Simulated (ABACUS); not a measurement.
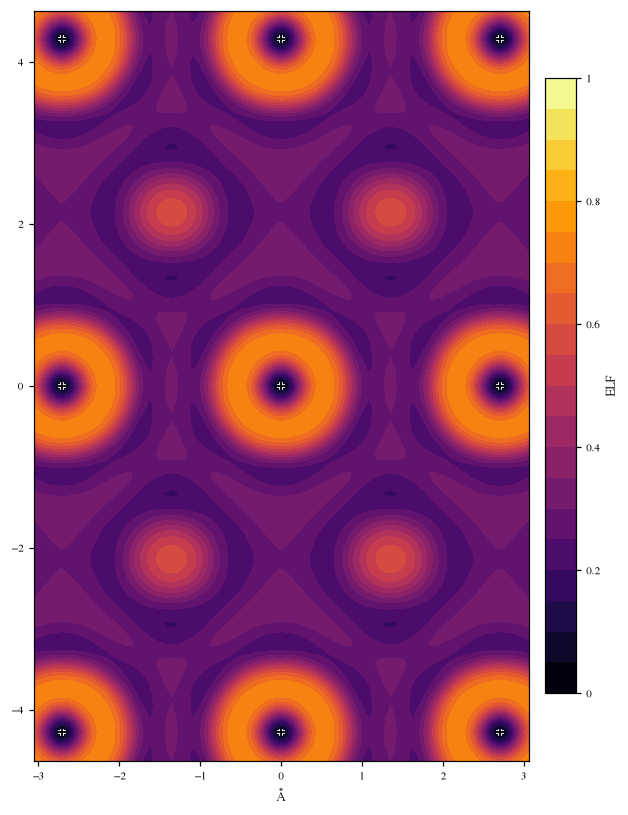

The electron localisation function on a plane through atoms (crosses mark nuclei in the plane).

Method: Kohn-Sham DFT of a periodic cell, r2SCAN, SG15 ONCV 1.2 PBE in ABACUS 3.10.1.

Candidates:
A. SiC, a = 4.36 Å, b = 4.36 Å, c = 4.36 Å, α = 90.00°, β = 90.00°, γ = 90.00°. Space group F-43m; computed pressure about 6 GPa in this cell.
B. Ru, a = 2.71 Å, b = 2.71 Å, c = 4.28 Å, α = 90.00°, β = 90.00°, γ = 120.00°. Space group P6₃/mmc; computed pressure about −3 GPa in this cell.

**Which system is this?**

Candidate B: Ru on the (010) plane of the conventional cell, which holds Ru. Ru–Ru (2.71 Å): the ELF is about 0.30 at the midpoint; no localised pair shows between them.
